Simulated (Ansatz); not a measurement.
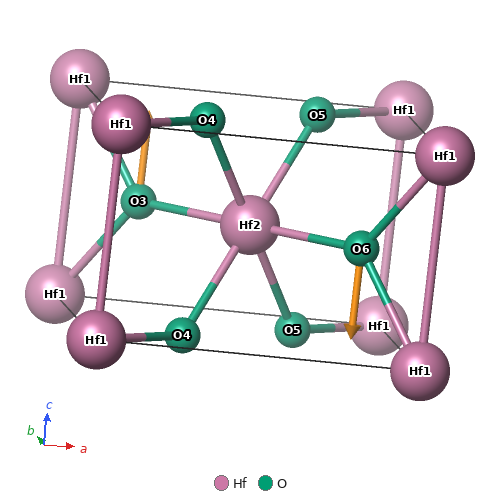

The system is HfO₂ (P4_2/mnm, No. 136; 6 atoms in the cell); the picture shows the reference structure; orange arrows give the pattern of the mode. 
- The energy is mapped over a normal mode and a strain (zone-centre modes of the 6-atom cell of this scan) (x along [1 0 0], y along [0 1 0], z along [0 0 1] of the conventional cell).
- The first coordinate is: amplitude of mode 16 (481 cm⁻¹), largest displacement in the unstrained cell; the second: equal normal strain along x, y and z.
- Nothing is relaxed (the pattern is fixed in fractional coordinates).
- The scan uses a 7 × 7 grid; 28 points were computed and 21 follow by symmetry.
- Points are written as (first, second).
- Energies are in eV per cell, from the lowest grid point.
- These are results of DFT PBEsol, scalar-relativistic, plane waves, PAW (Ansatz 0.2.0), not measurements. Settings: cutoff 520 eV, k-mesh 6×6×8 in the order of the run's cell vectors, gaussian smearing 0.05 eV, no spin polarisation.

Its coordinates:

```xyz
6
Lattice="4.8308 0.0000 0.0000 0.0000 4.8308 0.0000 0.0000 0.0000 3.2102" Properties=species:S:1:pos:R:3 pbc="T T T"
Hf    0.0000    0.0000    0.0000
Hf    2.4154    2.4154    1.6051
O     0.9419    3.8889    1.6051
O     1.4735    1.4735    0.0000
O     3.3573    3.3573    0.0000
O     3.8889    0.9419    1.6051
```

Range: amplitude of mode 16 (481 cm⁻¹), largest displacement in the unstrained cell from −0.129 to 0.129 Å; equal normal strain along x, y and z from −2.50 to 2.50 %.

What landscape does the calculation give?

Answer. The lowest grid point is at (0.000 Å, 0.00 %). No other kind of well shows on this grid. The highest grid point, (−0.129 Å, −2.50 %), lies 0.617 eV above the lowest. The gap on the k-mesh is 3.9 eV at the lowest point and runs from 3.6 to 4.2 eV over the map.

```tsv
second ↓, first →	−0.129	−0.086	−0.043	0.000	0.043	0.086	0.129
2.50	0.454	0.356	0.297	0.278	0.297	0.356	0.454
1.67	0.320	0.212	0.148	0.127	0.148	0.212	0.320
0.83	0.243	0.125	0.055	0.032	0.055	0.125	0.243
0.00	0.229	0.101	0.025	0.000	0.025	0.101	0.229
−0.83	0.282	0.144	0.061	0.034	0.061	0.144	0.282
−1.67	0.411	0.261	0.171	0.142	0.171	0.261	0.411
−2.50	0.617	0.455	0.359	0.327	0.359	0.455	0.617
```

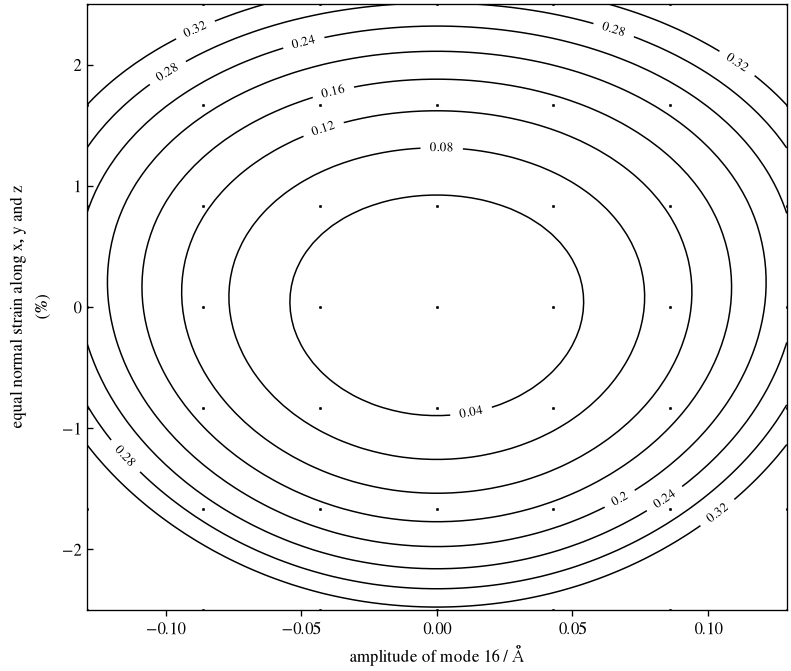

In the figure: contour lines labelled in eV (none above 0.32), dots at the grid points. Between grid points the surface is interpolated.

Each point was launched as `ansatz run input.yaml --threads 2 --pin off --max-ram 4096MiB --backend cpu --events-out ev --progress --plain --runs-dir out`. Time for the 28 points that were run: 12 min on 2 threads of Arm Neoverse N1, on a shared host.

PAW datasets: the set soft_1.
